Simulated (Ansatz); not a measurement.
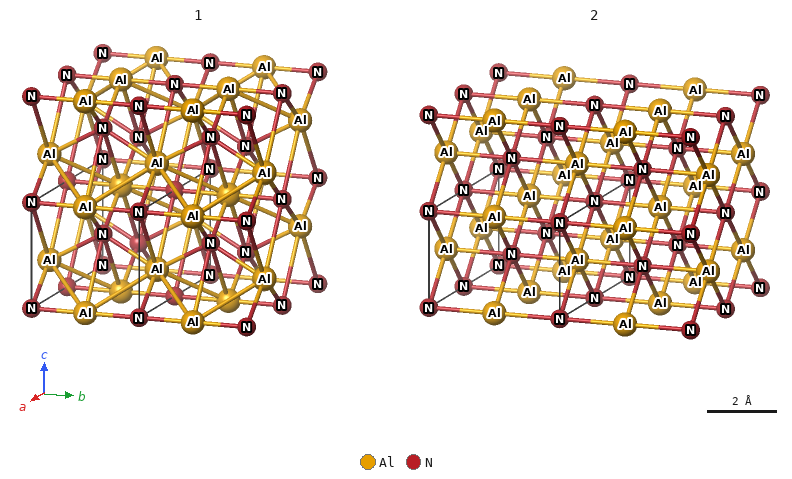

Two geometries of crystalline AlN (a generated structure, set up in Pmma) (coarse preliminary run), drawn at one scale. One is the start of a relaxation, the other its converged end. A ball-and-stick model of the cell of the calculation, repeated 1 × 2 × 2 with one cell outlined, seen slightly off an axis.

These are results of Ansatz, DFT PBE, scalar-relativistic, plane waves, PAW, not measurements. (plane-wave cutoff 420 eV; k-point mesh 4 × 6 × 6; occupations gaussian; smearing width 0.1 eV; no spin polarisation; cell and atoms relaxed; force threshold 0.04 eV/Å; at most 70 steps)

Which of the two is the end point?

Answer. Structure 2 is the relaxed one. The largest moves relative to the cell, 0.42 Å, are those of Al and N atoms. Largest moves by element: Al 0.42 Å, N 0.42 Å. The volume changes by +8.4 %, with a 5.874 → 5.758 Å (−2.0 %), b 3.345 → 4.068 Å (+21.6 %), c 3.167 → 2.879 Å (−9.1 %). Near-neighbour distances that change, for instance: Al–N 2.515 → 2.036 Å, Al–Al 2.494 → 2.878 Å, Al–N 1.672 → 2.034 Å, Al–N 1.850 → 2.036 Å. Bond angles that change, for instance: Al–N–Al 122.6° → 180.0°, N–Al–N 122.6° → 180.0°, Al–N–Al 107.0° → 90.0°. The space group (tolerance 0.01 Å) goes from Pmma (No. 51) to Fm-3m (No. 225). After 8 accepted moves (10 points after the start) the energy has fallen by 1004 meV per atom. The largest force component goes from 5.7 to 0.0001 eV/Å. Pressure: 75.63 GPa at the start and 0.02 GPa at the end. At 2 points the geometry stayed and the basis and grid were re-selected for the new cell (energy shift of 23.2 meV per atom at most each time).
